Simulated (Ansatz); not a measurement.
Ir: several calculations on one system

**1. A change**

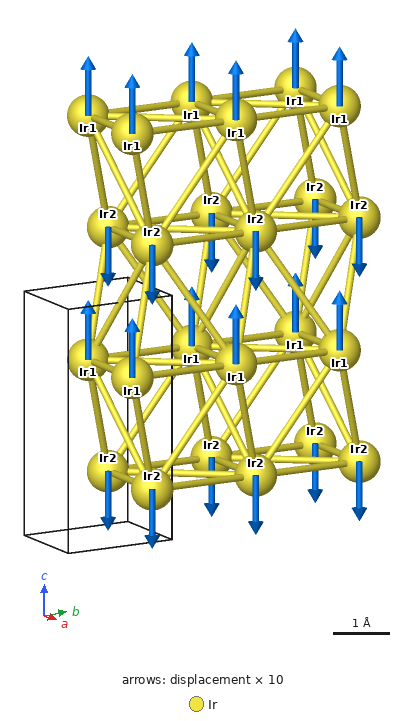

A symmetric starting cell of Ir. The blue arrows show how the atoms are displaced (without the part that the change of the cell carries along), magnified 10 times. Besides, the cell is strained by +9.2 % along c and +0.2 % across it (volume +9.6 %). Style: ball-and-stick. Shown: the cell of the calculation, repeated 2 × 3 × 2 with one cell outlined, slightly off an axis.

Computed with Ansatz 0.2.0, DFT PBEsol, scalar-relativistic, plane waves, PAW. (plane-wave cutoff 420 eV; k-point mesh 15 × 15 × 8; occupations gaussian; smearing width 0.1 eV; no spin polarisation)

### How are the atoms displaced, and what does the calculation give?

Atoms are displaced by 0.11 Å relative to the cell: Ir1 0.11 Å along +c. No relaxation follows. The starting cell wasn't computed here and needn't be at equilibrium, so pressure and forces aren't due to the change alone. Some distances before and after: Ir–Ir 2.739 → 2.730 to 3.095 Å, Ir–Ir 2.751 → 2.757 Å. The space group (tolerance 0.01 Å) goes from P6_3/mmc (No. 194) to P-3m1 (No. 164). The pressure is −28.3 GPa (not all of it need come from the change, since the unchanged cell can be under pressure at this level too). The principal stresses (compression positive) are −36.3 GPa along c and −24.3 GPa across it. The largest forces, 0.64 eV/Å, act on Ir1 and Ir2; on Ir1 it points along −c. The forces point straight back along the displacements (cosine −1.00).

**2. A change**

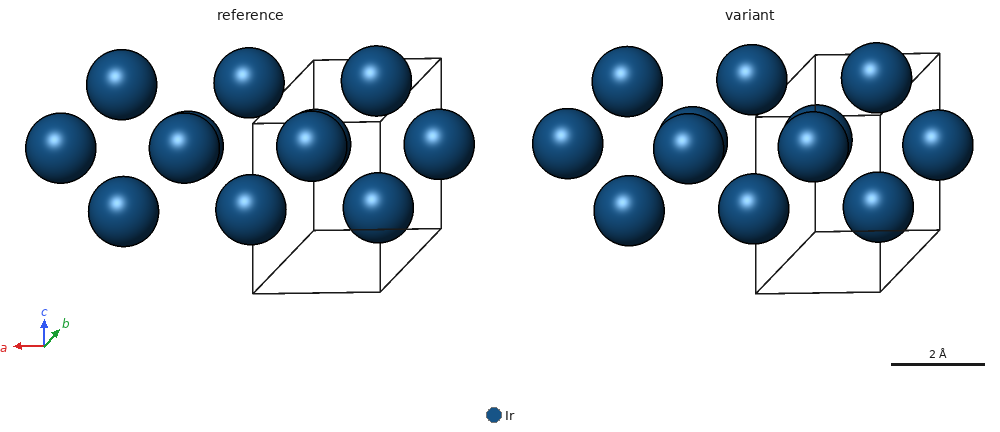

Left: a symmetric starting cell of Ir. Right: the same structure after one change, at the same scale. Style: spheres-only. Shown: the cell of the calculation, repeated 3 × 2 × 1 with one cell outlined, from a free direction.

Computed with DFT PBEsol, scalar-relativistic, plane waves, PAW in Ansatz 0.2.0. Set-up: plane-wave cutoff 420 eV; k-point mesh 18 × 18 × 10; occupations gaussian; smearing width 0.1 eV; no spin polarisation.

> What was changed?

The cell is strained by +3.8 % along c and −2.2 % across it (volume −0.6 %), the atoms keeping their fractional coordinates. No relaxation follows. The starting cell wasn't computed here and needn't be at equilibrium, so pressure and forces aren't due to the change alone.

> What does the change do?

The pressure is −9.2 GPa (not all of it need come from the change, since the unchanged cell can be under pressure at this level too). The principal stresses (compression positive) are −23.0 GPa along c and −2.4 GPa across it. All forces vanish by symmetry. Some distances before and after: Ir–Ir 2.751 → 2.692 Å, Ir–Ir 2.739 → 2.790 Å. The space group stays P6_3/mmc (No. 194).

**3. Distortion**

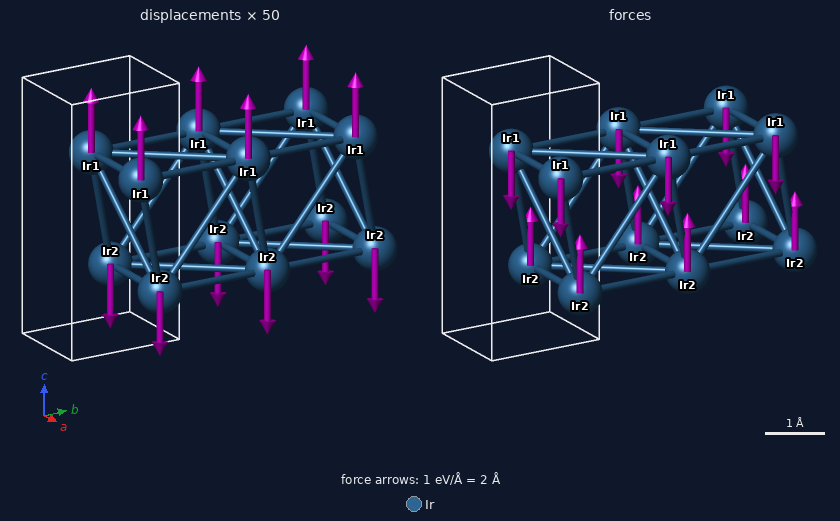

Left: a symmetric starting cell of Ir, with purple arrows for the displacements applied to it. Right: the displaced structure with the computed forces. A ball-and-stick model of the cell of the calculation, repeated 2 × 3 × 1 with one cell outlined, seen slightly off an axis.

Method: DFT PBEsol, scalar-relativistic, plane waves, PAW in Ansatz 0.2.0. Settings: plane-wave cutoff 420 eV; k-point mesh 15 × 15 × 8; occupations gaussian; smearing width 0.1 eV; no spin polarisation.

Q: Where do the forces point?

A: Atoms are displaced by 0.02 Å: Ir1 0.02 Å along +c. No relaxation follows. The starting cell wasn't computed here and needn't be at equilibrium, so pressure and forces aren't due to the change alone. The pressure is −12.2 GPa (not all of it need come from the change, since the unchanged cell can be under pressure at this level too). The principal stresses (compression positive) are −12.4 GPa along c and −12.1 GPa across it. The largest forces, 0.51 eV/Å, act on Ir1 and Ir2; on Ir1 it points along −c. Some distances before and after: Ir–Ir 2.739 → 2.702 to 2.776 Å. The space group (tolerance 0.01 Å) goes from P6_3/mmc (No. 194) to P-3m1 (No. 164). The forces point mostly back against the displacements (cosine −1.00).
